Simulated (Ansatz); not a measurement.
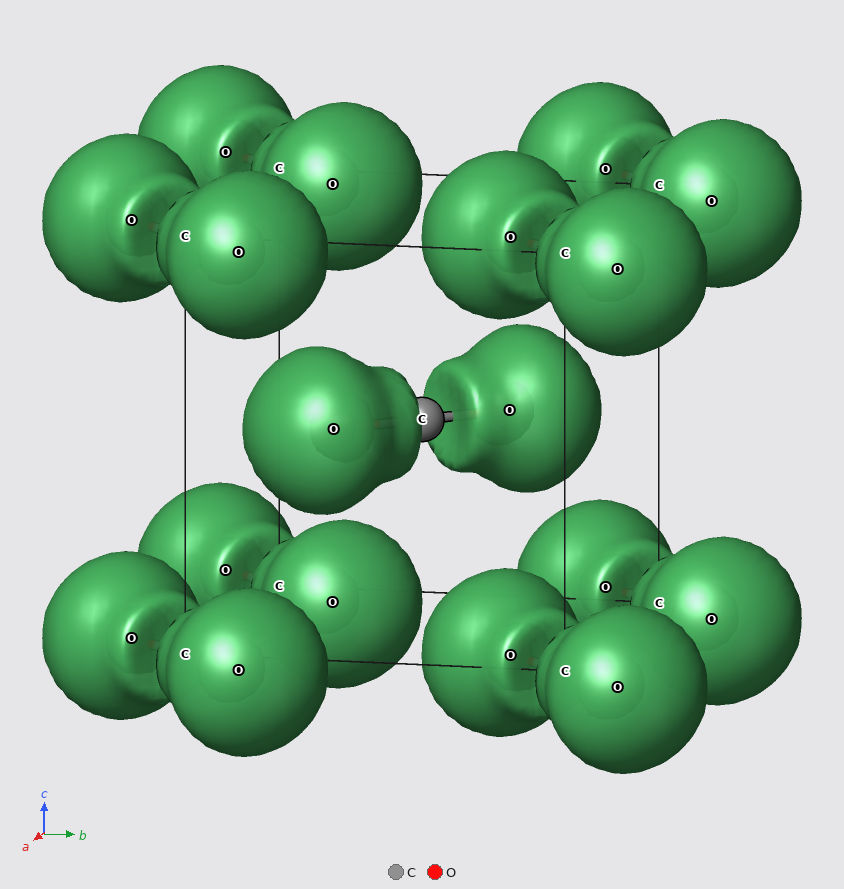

CO2. Isosurface of the ELF at 0.7 (green), seen slightly off an axis. Only the valence region is drawn (cores and ρ < 0.01 e/Å³ removed). Sticks mark near contacts.

Space group P4₂/mnm; a structure from a database of computed crystals, not necessarily the ambient phase.

Level of theory: Ansatz, DFT PBE+D3(BJ), scalar-relativistic, plane waves, PAW.

Input file:

```
crystal:
  lattice:
    - [4.22721279, 0.0, 0.0]
    - [0.0, 4.22721279, 0.0]
    - [0.0, 0.0, 4.68777159]
  atoms:
    - { symbol: C, position: [0.5, 0.5, 0.5] }
    - { symbol: C, position: [0.0, 0.0, 0.0] }
    - { symbol: O, position: [0.30482686, 0.69517314, 0.5] }
    - { symbol: O, position: [0.69517314, 0.30482686, 0.5] }
    - { symbol: O, position: [0.19517314, 0.19517314, 0.0] }
    - { symbol: O, position: [0.80482686, 0.80482686, 0.0] }
basis:
  ecutwfc: 420
kpoints:
  mp_grid: { grid: [6, 6, 6] }
hamiltonian:
  xc: pbe
  dispersion: d3bj
scf:
  occupations: { method: gaussian, width: 0.02 }
output:
  forces: true
  stress: true
  eigenvalues: true
  write_density: true
  write_potential: true
  elf: true
  volumetric_format: npy
relax:
  adjacent_minimum: "off"
  f_tol: 0.005
  max_steps: 80
  cell: { stress_tol: 0.05 }
```

Run with:

```sh
ansatz run input.yaml --threads 4 --pin off --max-ram 6144MiB --backend cpu --events-out ev --progress --plain --runs-dir out
```

Below, planes, directions and counts refer to the conventional cell (a = 4.43 Å, b = 4.43 Å, c = 4.81 Å, α = 90.00°, β = 90.00°, γ = 90.00°).

The fields are those of the relaxed geometry.

**Identify the bonds, lone pairs and shells in this picture.**

The surface consists of four regions on O in which the atom's valence shell and bonds are merged, counted in one cell of 6 atoms. Regions shared between cells count once. Along the contacts the grid gives the following. C–O (1.17 Å): the ELF peaks at about 0.80 between the atoms (inside overlapping PAW spheres, so only a guide) (a short, multiple covalent bond).

**Does the calculation give a band gap?**

It is gapped, with a Kohn–Sham gap of 6.5 eV on the k-point mesh, an upper bound to the gap of this method.
